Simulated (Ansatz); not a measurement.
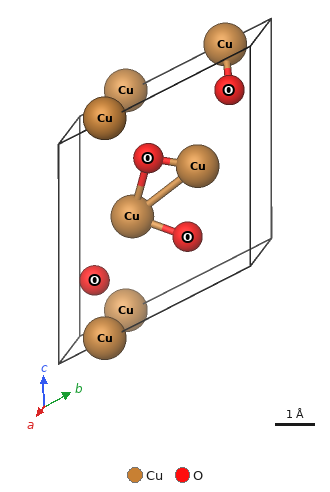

Fig. 1: The input geometry (ball-and-stick view of the cell of the calculation, seen slightly off an axis). An atom can appear more than once, as a periodic image.

# CuO: single-point calculation

- system: CuO (P1, 8 atoms in the cell)
- method: DFT PBEsol, scalar-relativistic, plane waves, PAW, no spin polarisation (Ansatz 0.2.0)

The structure derives from a Materials Project entry. It belongs to a series of runs on one base structure; here: a zone-boundary wave of random shape, sigma 0.25 A. Figures and captions count atoms from 1; the log counts them from 0 in places.

The program's output
```
Engine: ansatz 0.2.0, x86_64-unknown-linux-gnu
Pseudopotentials: kind: paw
Pseudopotential: Cu, paw, valence charge 19, recommended cutoff 420 eV (normal), Cu.paw.azcp
Pseudopotential: O, paw, valence charge 6, recommended cutoff 420 eV (normal), O.paw.azcp
Functional definition: PBEsol
  exchange = pbesol_x
  correlation = pbesol_c
Crystal: 8 atoms, lattice volume = 85.304 Å³
Basis set: ecut = 420 eV, 1677 PW (Γ), exchange–correlation on 40×80×80 points (8 copies of the dense FFT grid, shifted against one another)
Bands: 60, of which v1, the nominal top of the filled ones, is band 50 counted from 1 (49 counted from 0)
Symmetry: 1 space group operations
Space group: P1 (ITA 1), of the structure as read, at distance tolerance 4.4e-5 Å
k-points: 388 of 768 (time reversal used)
Non-local potential: Cu, projectors of the file, l = 0: 3, l = 1: 2, l = 2: 3, l = 3: 1
Non-local potential: O, projectors of the file, l = 0: 2, l = 1: 2, l = 2: 1
PAW form: soft (Blöchl's): semilocal exchange-correlation on the pseudo side does not see the compensation charge
PAW frozen core: Cu, regenerated for the run's functional, and the local potential with it (the file was generated under x = pbe(κ = 0.804, μ = 0.2195149727645171), c = pbe(β = 0.06672455060314922))
PAW frozen core: O, regenerated for the run's functional, and the local potential with it (the file was generated under x = pbe(κ = 0.804, μ = 0.2195149727645171), c = pbe(β = 0.06672455060314922))
PAW one-centre angular grid: Cu, 590 points (default); XC on 64 Gauss nodes
PAW one-centre angular grid: O, 110 points (default); XC on 64 Gauss nodes
Initial density: superposition of atomic densities (neutral atoms: chi_scale 0, normalization atom), corrected by the library's trained network
Initial wavefunctions: pseudopotential atomic-orbital guess
Functional: x = pbesol(κ = 0.804, μ = 0.12345679012345678), c = pbesol(β = 0.046)
SCF iter   1: F=—  HF=-28579.472990 eV  |F-HF|=—  |Δ(HF+E_count)|=         —  Δρ=3.13e-2  dr2=8.17e-1  ethr=1.77e-3  ⟨swp⟩=5.2  Hψ=86520  notcnv=0  defer=161
preconditioner: auto → LDOS  [metal: Δε(μ)=0.001 eV  Ē_g=11.656 eV  σ=0.150 eV  W_gap=0.00  n_scr=32 (ndim 8)  ℏωp=33.2 eV  f_vac=0.057  D(μ)=5.98/eV (n_scr^D=68)  β→1.0]
SCF iter   2: F=—  HF=-28579.494069 eV  |F-HF|=—  |Δ(HF+E_count)|=   2.11e-2  Δρ=3.07e-2  dr2=4.79e-1  ethr=8.17e-4  ⟨swp⟩=2.0  Hψ=41628  notcnv=0  defer=1354
SCF iter   3: F=—  HF=-28579.360042 eV  |F-HF|=—  |Δ(HF+E_count)|=   1.34e-1  Δρ=8.84e-3  dr2=8.41e-2  ethr=4.79e-4  ⟨swp⟩=2.0  Hψ=36034  notcnv=0  defer=1354
SCF iter   4: F=—  HF=-28579.355137 eV  |F-HF|=—  |Δ(HF+E_count)|=   4.90e-3  Δρ=4.29e-3  dr2=1.89e-2  ethr=8.41e-5  ⟨swp⟩=1.0  Hψ=23135  notcnv=0  defer=1351
SCF iter   5: F=—  HF=-28579.354061 eV  |F-HF|=—  |Δ(HF+E_count)|=   1.08e-3  Δρ=2.32e-3  dr2=4.04e-3  ethr=1.89e-5  ⟨swp⟩=1.0  Hψ=22014  notcnv=0  defer=1351
SCF iter   6: F=—  HF=-28579.353821 eV  |F-HF|=—  |Δ(HF+E_count)|=   2.40e-4  Δρ=5.00e-4  dr2=1.93e-4  ethr=4.04e-6  ⟨swp⟩=1.0  Hψ=23487  notcnv=0  defer=1350
SCF iter   7: F=—  HF=-28579.353837 eV  |F-HF|=—  |Δ(HF+E_count)|=   1.63e-5  Δρ=4.56e-4  dr2=1.48e-4  ethr=1.93e-7  ⟨swp⟩=2.7  Hψ=34258  notcnv=0  defer=1350
SCF iter   8: F=—  HF=-28579.353826 eV  |F-HF|=—  |Δ(HF+E_count)|=   1.16e-5  Δρ=1.33e-4  dr2=1.57e-5  ethr=1.48e-7  ⟨swp⟩=1.0  Hψ=21922  notcnv=0  defer=1350
SCF iter   9: F=—  HF=-28579.353756 eV  |F-HF|=—  |Δ(HF+E_count)|=   6.99e-5  Δρ=1.43e-4  dr2=1.35e-5  ethr=1.57e-8  ⟨swp⟩=2.2  Hψ=33897  notcnv=0  defer=1350
SCF iter  10: F=—  HF=-28579.353755 eV  |F-HF|=—  |Δ(HF+E_count)|=   1.25e-6  Δρ=4.54e-5  dr2=1.50e-6  ethr=1.35e-8  ⟨swp⟩=1.0  Hψ=21965  notcnv=0  defer=1350
SCF iter  11: F=—  HF=-28579.353755 eV  |F-HF|=—  |Δ(HF+E_count)|=   8.13e-8  Δρ=2.57e-5  dr2=4.93e-7  ethr=1.50e-9  ⟨swp⟩=1.0  Hψ=21986  notcnv=0  defer=1350
SCF iter  12: F=-28579.353754 eV  HF=-28579.353754 eV  |F-HF|=8.37e-8  |Δ(HF+E_count)|=   3.57e-8  Δρ=1.13e-5  dr2=8.03e-8  ethr=1.00e-10  ⟨swp⟩=8.1  Hψ=98294  notcnv=0
SCF 1 converged in 12 iterations: F = -28579.353754 eV  dr2 = 8.03e-8
  greatest PAW one-centre occupation: 1.000 electrons in one spin orbital (limit 2), on the Cu atom at site 3 (counted from 0), in its partial waves of l = 1
```

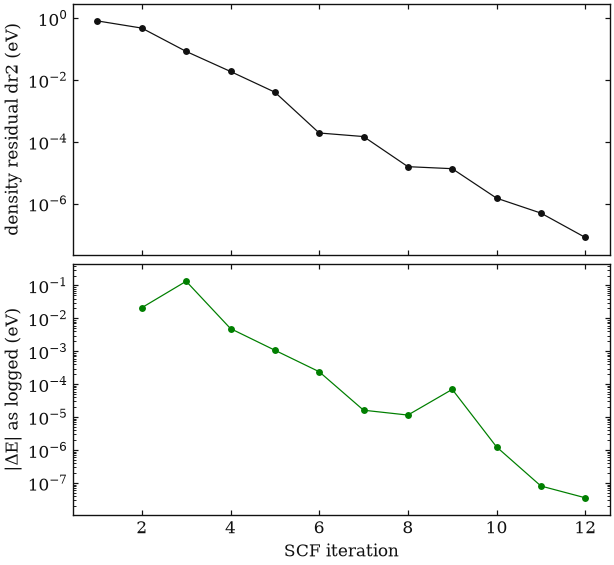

Fig. 2: Convergence of the self-consistent field: density residual dr2 and size of the energy change against the SCF iteration. The residual falls at every step.

```
SCF converged after 12 iterations
Free energy (F): -28579.353754 eV
Harris-Foulkes:  -28579.353754 eV  (|F-HF|=8.37e-8)
Internal energy: -28579.281958 eV  (E = F + TS)
E sigma→0 (E₀):  -28579.317856 eV
Entropy (-TS):   -0.071797 eV (-8.975 meV/atom)
Fermi energy:    11.492785 eV
--- Per-component energies (eV) ---
  E_band       = -1870.373243
  E_kinetic    = 1905.907111
  E_local      = -21355.012989  (includes V_loc(G=0)·N_el)
  E_nonlocal   = 1785.038002
  E_hartree    = 9281.020456
  E_xc         = -646.019798
  E_vxc        = -833.671685  (∫ρ·V_xc dr)
  E_paw        = -7114.499365  (= ΣΔE_a)
  E_vpaw       = -1934.712815  (= ΣTr[D̂ρ^β])
  E_aug_tail   = 0.010877  (compensation charges beyond the density's cutoff)
  E_ewald      = -12436.692212
  E_core_change = 0.965960  (= ΣΔE_core)
  E_smearing   = -0.071797  (= −TS)
  E_closure    = -0.000000  (closes the sum)
  Σ components = -28579.353754   (vs F -28579.353754, Δ=0.00e0)
--- Forces (eV/Å), atoms counted from 1 ---
  atom   1  Cu   -12.51838938     9.03134043   -13.26974441
  atom   2  Cu     0.62631392    -0.68328005    -0.97978902
  atom   3  Cu     7.69959055     9.26472380    -5.63298336
  atom   4  Cu   -30.38851285   -18.54806460    25.05045617
  atom   5  O     26.60049425    14.72755533   -27.99118424
  atom   6  O     12.04184418    -8.65625700    14.83690819
  atom   7  O     -3.86826831    -5.80203452     8.35781222
  atom   8  O     -0.19310657     0.66598800    -0.37151338
  max |Σ_I F_I| component: 3.78e-5 eV/Å
--- Stress (GPa, compression-positive) ---
       73.961028      21.002510     -24.751858
       21.002506      36.357736     -42.998603
      -24.751850     -42.998601      90.116185
  P = ⅓ Tr σ = 66.8116 GPa (668.116 kbar)
--- Band table (eV; the first three rows and the last of 388) ---
  k-point 0: bands = ["-102.6449", "-102.1977", "-101.6438", "-100.5307", "-61.3999", "-60.4889", "-59.8500", "-59.5671", "-59.5086", "-59.5018", "-59.2691", "-59.2096", "-58.8738", "-58.1918", "-58.0630", "-57.9440", "-10.6804", "-9.4300", "-8.1067", "-6.5165", "1.2942", "2.0971", "2.6213", "3.4548", "3.7506", "3.9540", "4.9513", "5.5301", "5.7717", "6.3565", "6.7914", "7.0029", "7.4396", "7.5765", "7.7047", "7.8326", "8.2069", "8.2610", "8.4993", "8.6139", "9.0478", "9.3306", "9.3794", "9.6224", "9.7074", "9.9603", "10.6328", "10.9087", "11.4289", "11.7980", "12.1360", "12.2055", "12.9845", "16.0420", "16.7287", "18.0232", "18.3628", "19.6169", "20.1700", "23.9070"]
  k-point 1: bands = ["-102.6449", "-102.1977", "-101.6438", "-100.5307", "-61.3999", "-60.4889", "-59.8500", "-59.5671", "-59.5086", "-59.5018", "-59.2691", "-59.2096", "-58.8738", "-58.1918", "-58.0630", "-57.9439", "-10.6722", "-9.4328", "-8.1159", "-6.5224", "1.3335", "2.0973", "2.6472", "3.4435", "3.7376", "3.9550", "4.9498", "5.4984", "5.7579", "6.3442", "6.7882", "7.0038", "7.4269", "7.5797", "7.6951", "7.8329", "8.2110", "8.2466", "8.5260", "8.6010", "9.0163", "9.3700", "9.3992", "9.6388", "9.7725", "10.0074", "10.6225", "10.8157", "11.4373", "11.7332", "12.0450", "12.3047", "13.1555", "15.9570", "16.6167", "17.5265", "18.6474", "19.6295", "20.6547", "23.5058"]
  k-point 2: bands = ["-102.6449", "-102.1977", "-101.6438", "-100.5307", "-61.3999", "-60.4889", "-59.8500", "-59.5671", "-59.5085", "-59.5018", "-59.2691", "-59.2096", "-58.8738", "-58.1918", "-58.0630", "-57.9439", "-10.6523", "-9.4390", "-8.1399", "-6.5350", "1.4164", "2.1066", "2.7317", "3.4147", "3.6880", "3.9660", "4.9475", "5.3776", "5.7561", "6.3176", "6.7877", "7.0020", "7.3784", "7.5775", "7.6817", "7.8467", "8.1843", "8.2749", "8.4554", "8.6933", "9.0003", "9.3804", "9.4721", "9.6899", "9.8678", "10.1354", "10.5104", "10.7878", "11.4103", "11.5552", "11.9982", "12.3914", "13.5776", "15.7166", "16.2121", "17.2406", "18.2950", "20.4488", "21.4213", "22.9712"]
  k-point 387: bands = ["-102.6443", "-102.1969", "-101.6432", "-100.5299", "-61.3994", "-60.4967", "-59.8491", "-59.5781", "-59.5112", "-59.5052", "-59.2680", "-59.2090", "-58.8850", "-58.1966", "-58.0698", "-57.9435", "-10.3048", "-8.8517", "-8.0690", "-6.1382", "1.6272", "2.0610", "2.4258", "2.8727", "3.6977", "4.2404", "4.6904", "5.0224", "5.6040", "6.0141", "6.8744", "7.2837", "7.4023", "7.8900", "8.1375", "8.1580", "8.3296", "8.4534", "8.5143", "8.6922", "9.0472", "9.1721", "9.1962", "9.3597", "9.7189", "9.8695", "9.9674", "10.3826", "10.8095", "11.0756", "11.6235", "12.6722", "15.5096", "15.9201", "16.1843", "17.3247", "19.2691", "19.5832", "20.9029", "21.4781"]
```

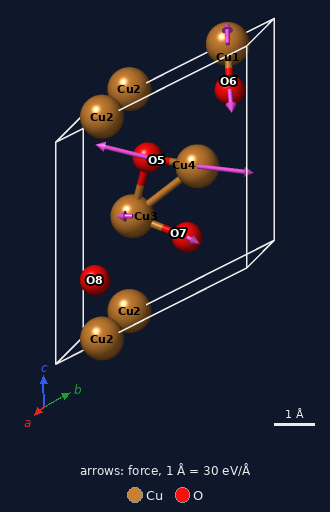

Fig. 3: Forces on the atoms as pink arrows (ball-and-stick view of the cell of the calculation, seen slightly off an axis; atoms are numbered from 1 in the order of the input); the smallest are left out. The largest act on Cu4 (43.53 eV/Å); O5 (41.33 eV/Å); O6 (20.98 eV/Å); Cu1 (20.36 eV/Å), among others. The geometry is not a stationary point of this energy.

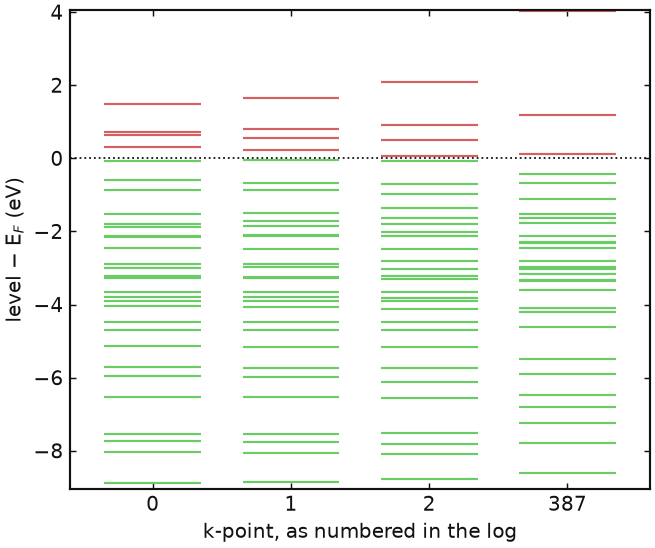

Fig. 4: Kohn–Sham levels near the Fermi level (dotted) at the few k-points that the log prints; levels within 0.02 eV of each other stand side by side. The system is metallic on the full mesh.

This output came from the following input.

Input file
```yaml
crystal:
  lattice:
    - [2.0425330805, -2.0503581781, 0.0]
    - [-4.0850661609, -4.1007163563, 0.0]
    - [-2.0425330805, -2.0503581781, -5.0922648297]
  atoms:
    - { symbol: Cu, position: [0.0553264421, 0.7656342662, -0.0066699449] }
    - { symbol: Cu, position: [-0.0553264421, 0.2343657338, 0.0066699449] }
    - { symbol: Cu, position: [0.4953761607, 0.3293548902, 0.460943987] }
    - { symbol: Cu, position: [0.5046238393, 0.6706451098, 0.539056013] }
    - { symbol: O, position: [0.5991669671, 0.4245157697, 0.6969743872] }
    - { symbol: O, position: [0.4008330329, 0.8254842303, 0.8030256128] }
    - { symbol: O, position: [0.5442495518, 0.6223005654, 0.2448348979] }
    - { symbol: O, position: [0.4557504482, 0.1276994346, 0.2551651021] }
basis:
  ecutwfc: 420
kpoints:
  mp_grid: { grid: [12, 8, 8] }
hamiltonian:
  xc: pbesol
scf:
  occupations: { method: gaussian, width: 0.15 }
output:
  forces: true
  stress: true
  eigenvalues: true
```

Run as:
```bash
ansatz run input.yaml --threads 2 --pin off --max-ram 5120MiB --backend cpu --events-out ev --progress --plain --runs-dir out
```

Results in brief

```tsv
quantity	value
outcome	converged
space group (tolerance 0.01 Å)	P1 (1)
electrons treated	100
free energy	−28579.3538 eV
Fermi energy	11.493 eV
gap on the k-point mesh	none (metallic)
pressure	66.81 GPa
largest force (length of the vector)	43.532 eV/Å
hardware	2 threads of Intel Xeon (Sapphire Rapids), 32 GiB of memory available, shared host
wall time	71 s (CPU time 2.4 min)
peak memory	1.5 GiB
```

Notes

The run has no spin polarisation, so a magnetic state may lie lower.
